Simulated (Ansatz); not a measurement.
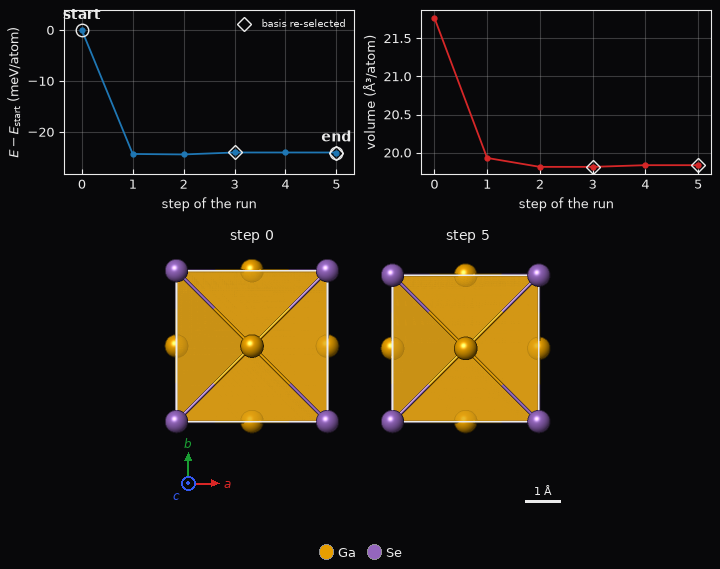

First and last geometry of a relaxation of solid Ga3Se (set up in Pm-3m), with the history of the run. A polyhedral model of the cell of the calculation, seen along the c axis.

Case: relaxed functional: PBEsol.

These are results of DFT PBEsol, scalar-relativistic, plane waves, PAW (Ansatz), not measurements. Settings: plane-wave cutoff 420 eV; k-point mesh 10 × 10 × 10; occupations gaussian; smearing width 0.1 eV; no spin polarisation; cell and atoms relaxed; force threshold 0.01 eV/Å; at most 60 steps.

Q: Did the run converge, and what did it change?

A: It converged. No atom moves by more than 0.005 Å relative to the cell. The volume changes by −8.9 %, with a = b = c 4.432 → 4.297 Å (−3.1 %). Some distances before and after: Ga–Se 3.134 → 3.038 Å. The space group stays Pm-3m (No. 221). After 3 accepted moves (5 points after the start) the energy has fallen by 24.0 meV per atom. All forces vanish by symmetry, so only the cell relaxes. Pressure: −3.65 GPa at the start and 0.00 GPa at the end. At 2 points the geometry stayed and the basis and grid were re-selected for the new cell (energy shift of 0.4 meV per atom at most each time).

```tsv
step	E − E(0), meV/atom	pressure, GPa	volume, Å³/atom	note
0	0.00	-3.65	21.771	
1	-24.33	-0.24	19.931	
2	-24.42	0.05	19.813	
3	-24.04	0.05	19.813	same geometry, new basis
4	-24.04	0.00	19.835	
5	-24.04	0.00	19.835	same geometry, new basis
```
